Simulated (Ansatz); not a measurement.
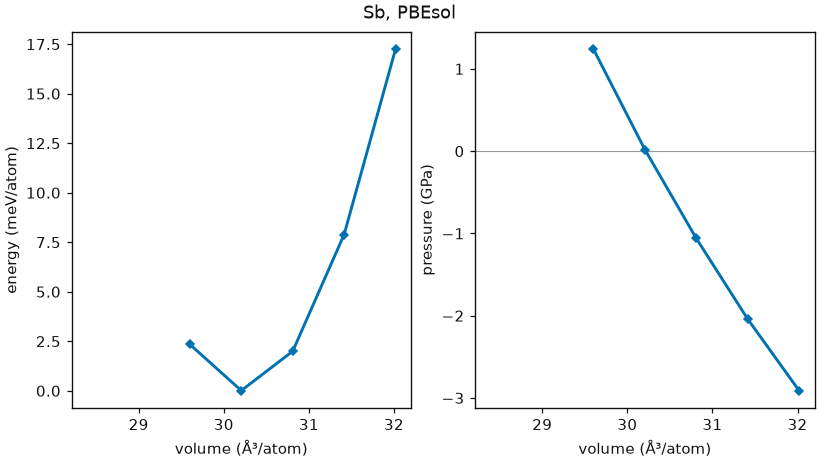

The picture above shows the energy and pressure against volume for Sb, space group R-3m (No. 166).

Cell as given: a = 4.507 Å, b = 4.507 Å, c = 4.507 Å, α = 57.11°, β = 57.11°, γ = 57.11°; 2 atoms.

Calculation (Ansatz 0.2.0): all-electron LAPW DFT, no spin polarisation; energies at scaled volumes of the given cell, shape and fractions fixed, counted from the fit's minimum, third-order Birch-Murnaghan fit. Level: PBEsol.

- k mesh: 8×8×8
- occupations: Fermi–Dirac
- smearing width: 0.05 eV
- potentials: all electron LAPW, scalar relativistic
- program settings: basis error eV/atom 0.0005

The points at volume 28.39 Å³/atom and 29.00 Å³/atom are left out of the plot. What values does the calculation give there?

| volume (Å³/atom) | energy (meV/atom) | pressure (GPa) |
| --- | --- | --- |
| 28.39 | 22.16 | 4.13 |
| 29.00 | 9.53 | 2.60 |

Keep in mind: shape and atomic fractions are frozen while scaling, which makes layered, chain and framework solids too stiff.
